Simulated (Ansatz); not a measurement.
# Ge: 5 runs along one coordinate

System: Ge (1 atom in the cell).
Method: DFT, RPBE, plane waves (420 eV) with PAW, scalar-relativistic, no spin polarisation (Ansatz 0.2.0).

The 5 runs differ only in the geometry, by an even scaling of the cell at fixed fractional positions.

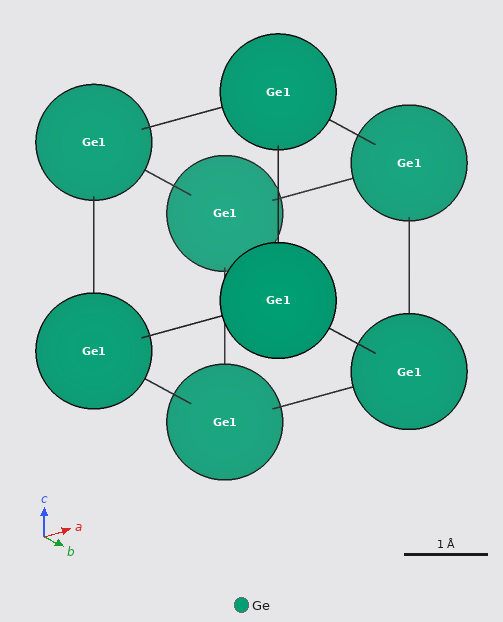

Figure 1. The structure of run 3 (spheres-only view of the cell of the calculation, seen at an oblique angle; atoms are numbered from 1 in the order of the input).

## Input of run 3
```yaml
crystal:
  lattice:
    - [2.7365538132, 0.0, 0.0]
    - [0.0, 2.7365538132, 0.0]
    - [0.0, 0.0, 2.7365538132]
  atoms:
    - { symbol: Ge, position: [0.0, 0.0, 0.0] }
hamiltonian:
  xc: rpbe
  pseudopotentials:
    kind: paw
    azcp:
      Ge: "pseudopotentials/Ge.paw.azcp"
basis:
  ecutwfc: 420
  fft_grid_basis: typed
kpoints:
  mp_grid: { grid: [13, 13, 13], shift: [0, 0, 0] }
magnetization:
  spin_polarized: false
scf:
  occupations: { method: fermi_dirac, width: 0.1 }
  lower_state_search: "off"
output:
  stress: true
```

Lattice vectors (Å) and fractional positions of run 3:
```
   2.736554    0.000000    0.000000
   0.000000    2.736554    0.000000
   0.000000    0.000000    2.736554
Ge  0.000000  0.000000  0.000000
```

Run 4 differs from it as follows:
```diff
-    - [2.7365538132, 0.0, 0.0]
-    - [0.0, 2.7365538132, 0.0]
-    - [0.0, 0.0, 2.7365538132]
+    - [2.7725652299, 0.0, 0.0]
+    - [0.0, 2.7725652299, 0.0]
+    - [0.0, 0.0, 2.7725652299]
```

## Results, with one run withheld

```tsv
run	volume per atom (Å³)	free energy per atom, from the lowest run given (meV)	pressure (GPa)
1	18.854	28.77	6.22
2	19.674	6.34	2.69
3	20.493	0.00	−0.10
4	21.313	?	?
5	22.133	23.05	−4.10
```

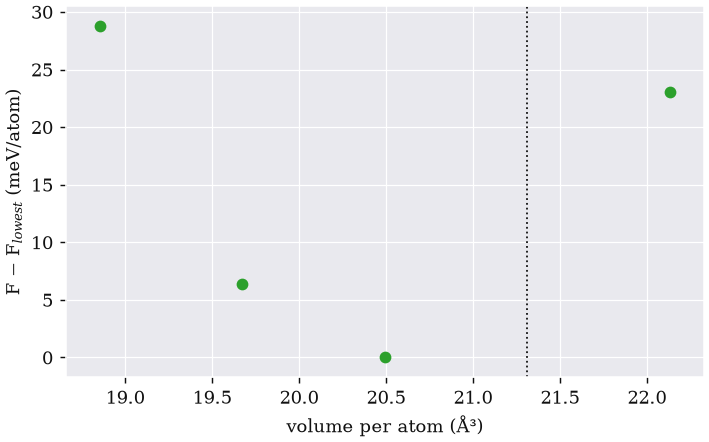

Figure 2. Free energy per atom of the runs given; the dotted line marks run 4.

Estimate the energy of run 4 from the others.

A quadratic polynomial in V^(−2/3) (the Birch–Murnaghan form), fitted to the 4 runs given, misses them by at most 0.11 meV per atom. With x = V^(−2/3) − 0.13469 Å⁻², it reads F = 0.48603 + 1083.6 x + 5.0611e+05 x² (meV per atom). At run 4 it gives 6.22 meV per atom, and the run itself gives 6.44. The slope of the fit gives a pressure −dF/dV of −2.33 GPa there, and the run prints −2.33 GPa. The fit has its minimum at 20.474 Å³ per atom, where V d²F/dV² gives 62.9 GPa: the bulk modulus at this level, since symmetry fixes the shape and the positions.

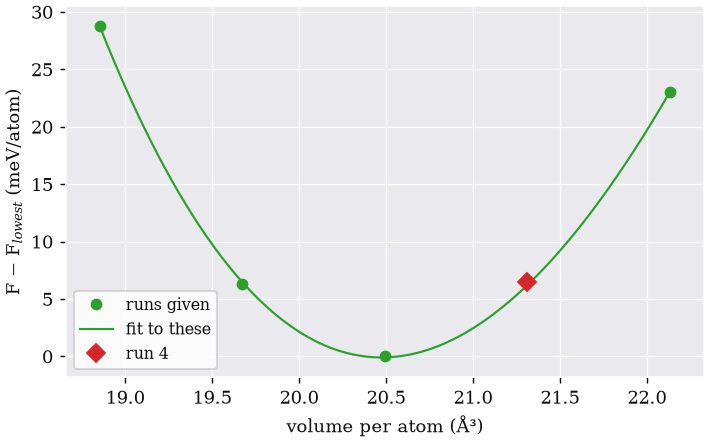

Figure 3. The fit and the withheld run.

## Output, shortened to warnings, some set-up lines, iterations and results (run 4)
```
Basis set: ecut = 420 eV, 437 PW (Γ)
Symmetry: 48 space group operations
k-points: 84 of 2197
Initial density: superposition of atomic densities (neutral atoms: chi_scale 0, normalization atom), corrected by the library's trained network
[...]
SCF iter   1: F=—  HF=-4300.446423 eV  |F-HF|=—  |Δ(HF+E_count)|=         —  Δρ=2.22e-3  dr2=4.08e-4  ethr=1.77e-3  ⟨swp⟩=5.2  Hψ=5300  notcnv=0
SCF iter   2: F=—  HF=-4300.445985 eV  |F-HF|=—  |Δ(HF+E_count)|=   4.38e-4  Δρ=8.47e-4  dr2=1.77e-4  ethr=2.91e-6  ⟨swp⟩=2.0  Hψ=2110  notcnv=0
SCF iter   3: F=—  HF=-4300.445969 eV  |F-HF|=—  |Δ(HF+E_count)|=   1.63e-5  Δρ=4.36e-4  dr2=3.04e-5  ethr=1.26e-6  ⟨swp⟩=2.0  Hψ=1501  notcnv=0
SCF iter   4: F=—  HF=-4300.445974 eV  |F-HF|=—  |Δ(HF+E_count)|=   5.21e-6  Δρ=1.61e-4  dr2=3.99e-6  ethr=2.17e-7  ⟨swp⟩=1.1  Hψ=924  notcnv=0
SCF iter   5: F=—  HF=-4300.445975 eV  |F-HF|=—  |Δ(HF+E_count)|=   7.29e-7  Δρ=2.82e-5  dr2=1.10e-7  ethr=2.85e-8  ⟨swp⟩=2.0  Hψ=1072  notcnv=0
SCF iter   6: F=-4300.445975 eV  HF=-4300.445975 eV  |F-HF|=7.09e-11  |Δ(HF+E_count)|=   2.80e-8  Δρ=2.65e-6  dr2=1.03e-9  ethr=7.14e-10  ⟨swp⟩=3.9  Hψ=2568  notcnv=0
SCF 1 converged in 6 iterations: F = -4300.445975 eV  dr2 = 1.03e-9
SCF converged after 6 iterations
Free energy (F): -4300.445975 eV
Harris-Foulkes:  -4300.445975 eV  (|F-HF|=7.09e-11)
Internal energy: -4300.430788 eV  (E = F + TS)
E sigma→0 (E₀):  -4300.438381 eV
Entropy (-TS):   -0.015187 eV (-15.187 meV/atom)
Fermi energy:    9.226868 eV
--- Per-component energies (eV) ---
  E_band       = -136.422730
  E_kinetic    = 109.285294
  E_local      = -2275.398143  (includes V_loc(G=0)·N_el)
  E_nonlocal   = 415.563586
  E_hartree    = 992.278069
  E_xc         = -74.967593
  E_vxc        = -63.501644  (∫ρ·V_xc dr)
  E_paw        = -2022.898178  (= ΣΔE_a)
  E_vpaw       = -306.928704  (= ΣTr[D̂ρ^β])
  E_aug_tail   = 0.000412  (compensation charges beyond the density's cutoff)
  E_ewald      = -1444.112327
  E_core_change = -0.181906  (= ΣΔE_core)
  E_smearing   = -0.015187  (= −TS)
  E_closure    = -0.000000  (closes the sum)
  Σ components = -4300.445975   (vs F -4300.445975, Δ=0.00e0)
--- Stress (GPa, compression-positive) ---
       -2.327460      -0.000000       0.000000
       -0.000000      -2.327460       0.000000
        0.000000       0.000000      -2.327460
  P = ⅓ Tr σ = -2.3275 GPa (-23.275 kbar)
```
